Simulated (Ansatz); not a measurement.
**A series of single points on KMgF₃**

System: KMgF₃ (5 atoms in the cell).
Method: DFT PBE, scalar-relativistic, plane waves, PAW, no spin polarisation (Ansatz 0.2.0).

The 6 runs differ only in the geometry, by an even scaling of the cell at fixed fractional positions. The structure derives from an entry of the Crystallography Open Database.

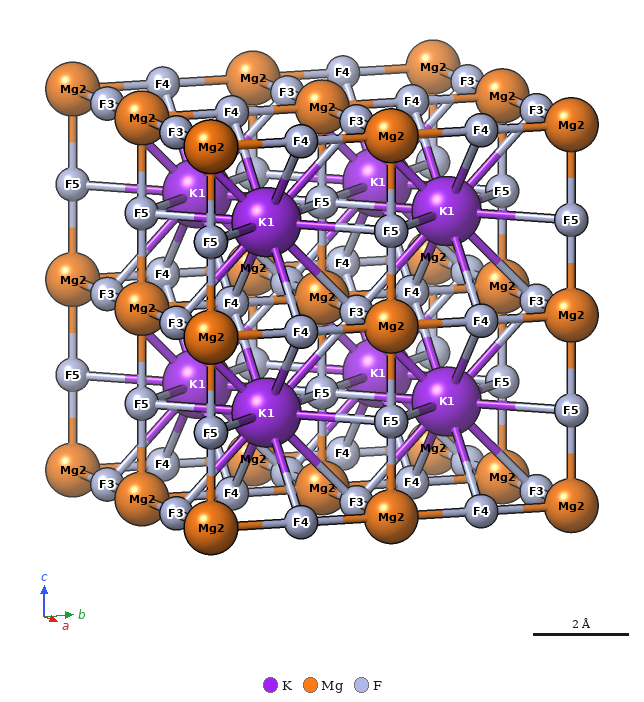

Figure 1. The structure of run 4 (ball-and-stick view of the cell of the calculation, repeated 2 × 2 × 2, seen slightly off an axis; atoms are numbered from 1 in the order of the input).

## Input of run 4
```yaml
crystal:
  lattice:
    - [4.0943294874, 0.0, 0.0]
    - [0.0, 4.0943294874, 0.0]
    - [0.0, 0.0, 4.0943294874]
  atoms:
    - { symbol: K, position: [0.5, 0.5, 0.5] }
    - { symbol: Mg, position: [0.0, 0.0, 0.0] }
    - { symbol: F, position: [0.5, 0.0, 0.0] }
    - { symbol: F, position: [0.0, 0.5, 0.0] }
    - { symbol: F, position: [0.0, 0.0, 0.5] }
basis:
  ecutwfc: 420
kpoints:
  mp_grid: { grid: [6, 6, 6] }
hamiltonian:
  xc: pbe
scf:
  occupations: { method: gaussian, width: 0.02 }
output:
  forces: true
  stress: true
  eigenvalues: true
```

Command:
```bash
ansatz run input.yaml --threads 1 --pin off --max-ram 2560MiB --backend cpu --events-out ev --progress --plain --runs-dir out
```

Run 2 differs from it as follows:
```diff
-    - [4.0943294874, 0.0, 0.0]
-    - [0.0, 4.0943294874, 0.0]
-    - [0.0, 0.0, 4.0943294874]
+    - [3.9714246963, 0.0, 0.0]
+    - [0.0, 3.9714246963, 0.0]
+    - [0.0, 0.0, 3.9714246963]
```

## Results, with one run withheld

| run | volume per atom (Å³) | free energy per atom, from the lowest run given (meV) | pressure (GPa) | gap on the mesh (eV) |
| --- | --- | --- | --- | --- |
| 1 | 12.128 | 24.14 | 7.71 | 7.67 |
| 2 | 12.528 | ? | ? | ? |
| 3 | 12.927 | 0.27 | 2.16 | 7.18 |
| 4 | 13.727 | 0.00 | −1.83 | 6.75 |
| 5 | 14.127 | 6.55 | −3.39 | 6.56 |
| 6 | 14.660 | 20.84 | −5.11 | 6.31 |

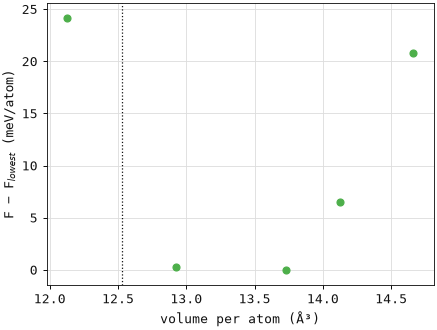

Figure 2. Free energy per atom of the runs given; the dotted line marks run 2.

Fit the runs given and predict run 2.

A cubic polynomial in V^(−2/3) (the Birch–Murnaghan form), fitted to the 5 runs given, misses them by at most 0.02 meV per atom. With x = V^(−2/3) − 0.17670 Å⁻², it reads F = −2.0819 − 467.18 x + 1.9526e+05 x² + 2.3038e+05 x³ (meV per atom). At run 2 it gives 8.75 meV per atom, and the run itself gives 8.82. The slope of the fit gives a pressure −dF/dV of 4.71 GPa there, and the run prints 4.70 GPa. The fit has its minimum at 13.328 Å³ per atom, where V d²F/dV² gives 66.3 GPa: the bulk modulus at this level, since symmetry fixes the shape and the positions. The gap on the mesh goes, without turning, from 7.67 eV in run 1 to 6.31 eV in run 6; run 2 has 7.42 eV. These are gaps of this functional on this mesh, which can miss the band edges; they aren't the measured gap.

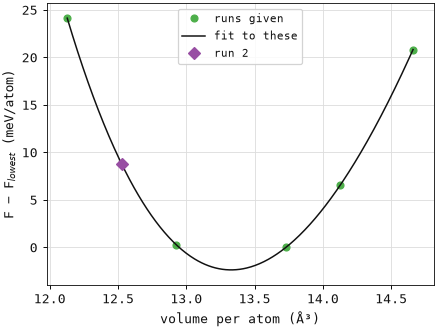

Figure 3. The fit and the withheld run.

## Output, shortened to warnings, some set-up lines, iterations and results (run 2)
```
Basis set: ecut = 420 eV, 1237 PW (Γ), exchange–correlation on 54×54×54 points (8 copies of the dense FFT grid, shifted against one another)
Symmetry: 48 space group operations
k-points: 20 of 216
Initial density: superposition of atomic densities (neutral atoms: chi_scale 0, normalization atom), corrected by the library's trained network
[...]
SCF iter   1: F=—  HF=-5894.681368 eV  |F-HF|=—  |Δ(HF+E_count)|=         —  Δρ=4.72e-4  dr2=3.00e-5  ethr=1.77e-3  ⟨swp⟩=6.2  Hψ=2444  notcnv=0
SCF iter   2: F=—  HF=-5894.681099 eV  |F-HF|=—  |Δ(HF+E_count)|=   2.69e-4  Δρ=3.15e-4  dr2=2.34e-5  ethr=7.50e-8  ⟨swp⟩=3.0  Hψ=1407  notcnv=0  defer=8
SCF iter   3: F=—  HF=-5894.681221 eV  |F-HF|=—  |Δ(HF+E_count)|=   1.21e-4  Δρ=1.50e-4  dr2=6.62e-6  ethr=5.85e-8  ⟨swp⟩=2.0  Hψ=780  notcnv=0
SCF iter   4: F=—  HF=-5894.681233 eV  |F-HF|=—  |Δ(HF+E_count)|=   1.25e-5  Δρ=5.48e-5  dr2=1.18e-6  ethr=1.65e-8  ⟨swp⟩=2.0  Hψ=660  notcnv=0
SCF iter   5: F=—  HF=-5894.681234 eV  |F-HF|=—  |Δ(HF+E_count)|=   9.53e-7  Δρ=1.93e-5  dr2=1.70e-7  ethr=2.96e-9  ⟨swp⟩=2.0  Hψ=774  notcnv=0
SCF iter   6: F=-5894.681234 eV  HF=-5894.681234 eV  |F-HF|=2.55e-9  |Δ(HF+E_count)|=   2.02e-9  Δρ=2.91e-6  dr2=4.06e-9  ethr=2.50e-10  ⟨swp⟩=4.0  Hψ=1651  notcnv=0
SCF 1 converged in 6 iterations: F = -5894.681234 eV  dr2 = 4.06e-9
SCF converged after 6 iterations
Free energy (F): -5894.681234 eV
Harris-Foulkes:  -5894.681234 eV  (|F-HF|=2.55e-9)
Internal energy: -5894.681234 eV  (E = F + TS)
E sigma→0 (E₀):  -5894.681234 eV
Fermi energy:    6.664354 eV
--- Per-component energies (eV) ---
  E_band       = -495.557247
  E_kinetic    = 957.386208
  E_local      = -3718.057777  (includes V_loc(G=0)·N_el)
  E_nonlocal   = 327.984153
  E_hartree    = 1353.177312
  E_xc         = -407.415174
  E_vxc        = -514.186375  (∫ρ·V_xc dr)
  E_paw        = -1676.204601  (= ΣΔE_a)
  E_vpaw       = -255.042036  (= ΣTr[D̂ρ^β])
  E_aug_tail   = 0.006199  (compensation charges beyond the density's cutoff)
  E_ewald      = -2731.557554
  E_smearing   = -0.000000  (= −TS)
  E_closure    = 0.000000  (closes the sum)
  Σ components = -5894.681234   (vs F -5894.681234, Δ=0.00e0)
--- Forces (eV/Å), atoms counted from 1 ---
  atom   1  K      0.00000000    -0.00000000     0.00000000
  atom   2  Mg    -0.00000000    -0.00000000    -0.00000000
  atom   3  F     -0.00000000    -0.00000000    -0.00000000
  atom   4  F      0.00000000    -0.00000000     0.00000000
  atom   5  F      0.00000000    -0.00000000     0.00000000
  max |Σ_I F_I| component: 5.58e-29 eV/Å
--- Stress (GPa, compression-positive) ---
        4.703664       0.000000       0.000000
        0.000000       4.703664       0.000000
        0.000000       0.000000       4.703664
  P = ⅓ Tr σ = 4.7037 GPa (47.037 kbar)
```
